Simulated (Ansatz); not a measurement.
# What a change does: single-point calculation on Rh

System: Rh (P6₃/mmc, 2 atoms in the cell).
Method of run 1: DFT PBE, scalar-relativistic, plane waves, PAW, no spin polarisation (Ansatz 0.2.0).

The structure was built on a prototype by a generator; it need not be a known phase. Text and figures count atoms from 1; the logs count them from 0 in places.

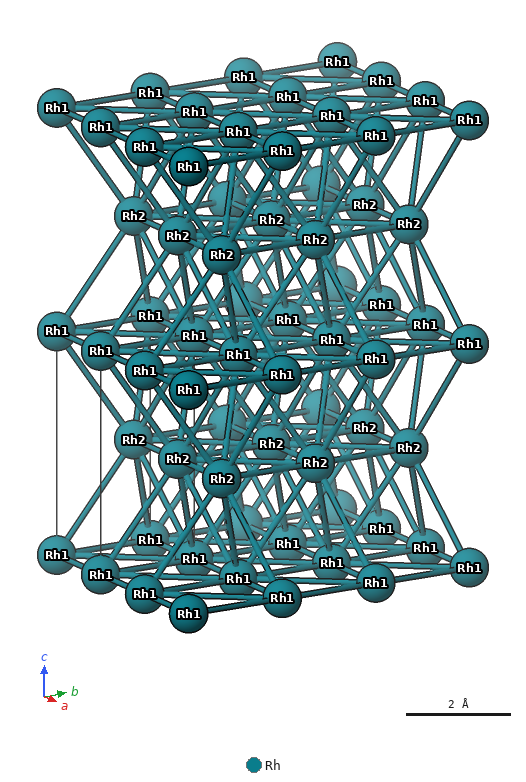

Fig. 1: The structure as given in the input (ball-and-stick view of the cell of the calculation, repeated 3 × 3 × 2, seen slightly off an axis; atoms are numbered from 1 in the order of the input).

Input, run 1:
```yaml
crystal:
  lattice:
    - [2.7247109498, 2.93e-07, 0.0]
    - [-1.3623557287, 2.359668754, 0.0]
    - [0.0, 0.0, 4.384686762]
  atoms:
    - { symbol: Rh, position: [0.0, 0.0, 0.0] }
    - { symbol: Rh, position: [0.3333333333, 0.6666666667, 0.5] }
basis:
  ecutwfc: 420
kpoints:
  mp_grid: { grid: [30, 30, 20] }
hamiltonian:
  xc: pbe
scf:
  occupations: { method: gaussian, width: 0.1 }
output:
  forces: true
  stress: true
  eigenvalues: true
```

Command:
```bash
ansatz run input.yaml --threads 1 --pin off --max-ram 2560MiB --backend cpu --events-out ev --progress --plain --runs-dir out
```

Hardware: 1 thread of Arm Neoverse V1, 24 GiB of memory available, shared host.

Output, shortened to warnings, some set-up lines, iterations and results (run 1):
```
Basis set: ecut = 420 eV, 549 PW (Γ), exchange–correlation on 40×40×60 points (8 copies of the dense FFT grid, shifted against one another)
Symmetry: 24 space group operations
k-points: 1001 of 18000
Initial density: superposition of atomic densities (neutral atoms: chi_scale 0, normalization atom), corrected by the library's trained network
[...]
SCF iter   1: F=—  HF=-12805.707254 eV  |F-HF|=—  |Δ(HF+E_count)|=         —  Δρ=7.53e-3  dr2=2.59e-3  ethr=1.77e-3  ⟨swp⟩=4.7  Hψ=80745  notcnv=0
SCF iter   2: F=—  HF=-12805.709773 eV  |F-HF|=—  |Δ(HF+E_count)|=   2.52e-3  Δρ=4.19e-3  dr2=8.90e-4  ethr=7.62e-6  ⟨swp⟩=2.0  Hψ=37654  notcnv=0
SCF iter   3: F=—  HF=-12805.710411 eV  |F-HF|=—  |Δ(HF+E_count)|=   6.38e-4  Δρ=5.43e-4  dr2=6.30e-5  ethr=2.62e-6  ⟨swp⟩=2.0  Hψ=28943  notcnv=0
SCF iter   4: F=—  HF=-12805.710380 eV  |F-HF|=—  |Δ(HF+E_count)|=   3.06e-5  Δρ=1.82e-4  dr2=2.15e-6  ethr=1.85e-7  ⟨swp⟩=2.1  Hψ=30598  notcnv=0
SCF iter   5: F=—  HF=-12805.710382 eV  |F-HF|=—  |Δ(HF+E_count)|=   1.50e-6  Δρ=3.97e-5  dr2=3.44e-7  ethr=6.33e-9  ⟨swp⟩=2.0  Hψ=30060  notcnv=0
SCF iter   6: F=-12805.710381 eV  HF=-12805.710381 eV  |F-HF|=2.81e-8  |Δ(HF+E_count)|=   7.62e-8  Δρ=1.29e-5  dr2=3.86e-8  ethr=2.94e-10  ⟨swp⟩=4.1  Hψ=68534  notcnv=0
SCF 1 converged in 6 iterations: F = -12805.710381 eV  dr2 = 3.86e-8
SCF converged after 6 iterations
Free energy (F): -12805.710381 eV
Harris-Foulkes:  -12805.710381 eV  (|F-HF|=2.81e-8)
Internal energy: -12805.694011 eV  (E = F + TS)
E sigma→0 (E₀):  -12805.702196 eV
Entropy (-TS):   -0.016371 eV (-8.185 meV/atom)
Fermi energy:    21.786823 eV
--- Per-component energies (eV) ---
  E_band       = -190.679000
  E_kinetic    = 1145.642828
  E_local      = -3189.104642  (includes V_loc(G=0)·N_el)
  E_nonlocal   = 709.265825
  E_hartree    = 1121.137247
  E_xc         = -443.435438
  E_vxc        = -556.645235  (∫ρ·V_xc dr)
  E_paw        = -7173.783379  (= ΣΔE_a)
  E_vpaw       = -542.126754  (= ΣTr[D̂ρ^β])
  E_aug_tail   = 0.001727  (compensation charges beyond the density's cutoff)
  E_ewald      = -4975.418179
  E_smearing   = -0.016371  (= −TS)
  E_closure    = 0.000000  (closes the sum)
  Σ components = -12805.710381   (vs F -12805.710381, Δ=0.00e0)
--- Forces (eV/Å), atoms counted from 1 ---
  atom   1  Rh     0.00000000    -0.00000000    -0.00000000
  atom   2  Rh    -0.00000000     0.00000000     0.00000000
  max |Σ_I F_I| component: 4.63e-18 eV/Å
--- Stress (GPa, compression-positive) ---
       -0.142614      -0.000000      -0.000000
       -0.000000      -0.142614      -0.000000
       -0.000000      -0.000000       0.419351
  P = ⅓ Tr σ = 0.0447 GPa (0.447 kbar)
```

For run 2 the input was changed thus:
```diff
-    - [2.7247109498, 2.93e-07, 0.0]
-    - [-1.3623557287, 2.359668754, 0.0]
-    - [0.0, 0.0, 4.384686762]
+    - [2.683965, 0.0, 0.0]
+    - [-1.341983, 2.324382, 0.0]
+    - [0.0, 0.0, 4.382897]
-    - { symbol: Rh, position: [0.3333333333, 0.6666666667, 0.5] }
+    - { symbol: Rh, position: [0.33333333, 0.66666667, 0.5] }
-  mp_grid: { grid: [30, 30, 20] }
+  mp_grid: { grid: [6, 6, 4] }
```

How does run 2 compare with run 1?

With the same functional and potentials, run 2 lies 28.7 meV per atom higher (other lines of the input change too). The pressure goes from 0.04 to 8.66 GPa. The volume per atom goes from 14.10 to 13.67 Å³. The number of SCF iterations is the same. The irreducible k-points go from 1001 to 21.

Output, shortened to warnings, some set-up lines, iterations and results (run 2):
```
Basis set: ecut = 420 eV, 549 PW (Γ), exchange–correlation on 36×36×60 points (8 copies of the dense FFT grid, shifted against one another)
Symmetry: 24 space group operations
k-points: 21 of 144
Initial density: superposition of atomic densities (neutral atoms: chi_scale 0, normalization atom), corrected by the library's trained network
[...]
SCF iter   1: F=—  HF=-12805.652736 eV  |F-HF|=—  |Δ(HF+E_count)|=         —  Δρ=1.63e-2  dr2=1.40e-2  ethr=1.77e-3  ⟨swp⟩=4.6  Hψ=1701  notcnv=0
SCF iter   2: F=—  HF=-12805.653215 eV  |F-HF|=—  |Δ(HF+E_count)|=   4.80e-4  Δρ=8.48e-3  dr2=4.13e-3  ethr=4.12e-5  ⟨swp⟩=1.8  Hψ=700  notcnv=0
SCF iter   3: F=—  HF=-12805.652904 eV  |F-HF|=—  |Δ(HF+E_count)|=   3.11e-4  Δρ=6.07e-4  dr2=4.34e-5  ethr=1.22e-5  ⟨swp⟩=2.6  Hψ=648  notcnv=0
SCF iter   4: F=—  HF=-12805.652900 eV  |F-HF|=—  |Δ(HF+E_count)|=   4.13e-6  Δρ=2.86e-4  dr2=1.75e-5  ethr=1.28e-7  ⟨swp⟩=2.0  Hψ=770  notcnv=0
SCF iter   5: F=-12805.652895 eV  HF=-12805.652895 eV  |F-HF|=3.45e-8  |Δ(HF+E_count)|=   5.10e-6  Δρ=2.72e-5  dr2=7.88e-8  ethr=5.13e-8  ⟨swp⟩=2.3  Hψ=699  notcnv=0
SCF iter   6: F=-12805.652895 eV  HF=-12805.652895 eV  |F-HF|=1.39e-9  |Δ(HF+E_count)|=   6.15e-8  Δρ=4.62e-6  dr2=2.99e-9  ethr=2.32e-10  ⟨swp⟩=2.7  Hψ=1573  notcnv=0
SCF 1 converged in 6 iterations: F = -12805.652895 eV  dr2 = 2.99e-9
SCF converged after 6 iterations
Free energy (F): -12805.652895 eV
Harris-Foulkes:  -12805.652895 eV  (|F-HF|=1.39e-9)
Internal energy: -12805.641249 eV  (E = F + TS)
E sigma→0 (E₀):  -12805.647072 eV
Entropy (-TS):   -0.011646 eV (-5.823 meV/atom)
Fermi energy:    22.535983 eV
--- Per-component energies (eV) ---
  E_band       = -164.957004
  E_kinetic    = 1147.720238
  E_local      = -3114.012333  (includes V_loc(G=0)·N_el)
  E_nonlocal   = 709.245422
  E_hartree    = 1096.030737
  E_xc         = -444.270162
  E_vxc        = -557.791296  (∫ρ·V_xc dr)
  E_paw        = -7173.843500  (= ΣΔE_a)
  E_vpaw       = -542.179347  (= ΣTr[D̂ρ^β])
  E_aug_tail   = 0.001695  (compensation charges beyond the density's cutoff)
  E_ewald      = -5026.513347
  E_smearing   = -0.011646  (= −TS)
  E_closure    = 0.000000  (closes the sum)
  Σ components = -12805.652895   (vs F -12805.652895, Δ=0.00e0)
--- Forces (eV/Å), atoms counted from 1 ---
  atom   1  Rh     0.00000000     0.00000000     0.00000000
  atom   2  Rh    -0.00000000     0.00000000     0.00000000
  max |Σ_I F_I| component: 3.47e-18 eV/Å
--- Stress (GPa, compression-positive) ---
       11.400371      -0.000000       0.000000
       -0.000000      11.400371       0.000000
        0.000000       0.000000       3.179059
  P = ⅓ Tr σ = 8.6599 GPa (86.599 kbar)
```

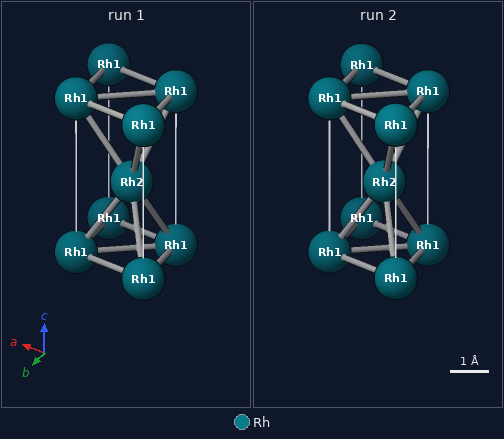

Fig. 2: The two input geometries at one scale (ball-and-stick view of the cell of the calculation, seen at an oblique angle). The atoms keep their places relative to the cell (all moves are under 0.005 Å). The volume changes by −3.0 %, with a = b 2.725 → 2.684 Å (−1.5 %), c 4.385 → 4.383 Å (0.0 %). Among the contacts that change: Rh1–Rh1 2.725 → 2.684 Å, Rh1–Rh2 2.698 → 2.684 Å.

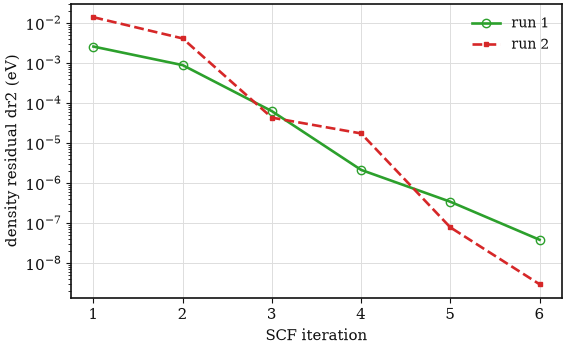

Fig. 3: Convergence of the two runs: density residual dr2 against the SCF iteration. Run 1 takes 6 iterations in all, and run 2 takes 6.

The two runs side by side:

```csv
quantity,run 1,run 2
outcome,converged,converged
free energy per atom (eV),−6402.8552,−6402.8264
"energy per atom, smearing taken to zero (eV)",−6402.8511,−6402.8235
gap on the mesh (eV),0.00,0.00
pressure (GPa),0.04,8.66
volume per atom (Å³),14.10,13.67
largest force (eV/Å),0.000,0.000
SCF iterations,6,6
irreducible k-points,1001,21
plane waves at Γ,549,549
wall time (shared host),25 s,0.84 s
```
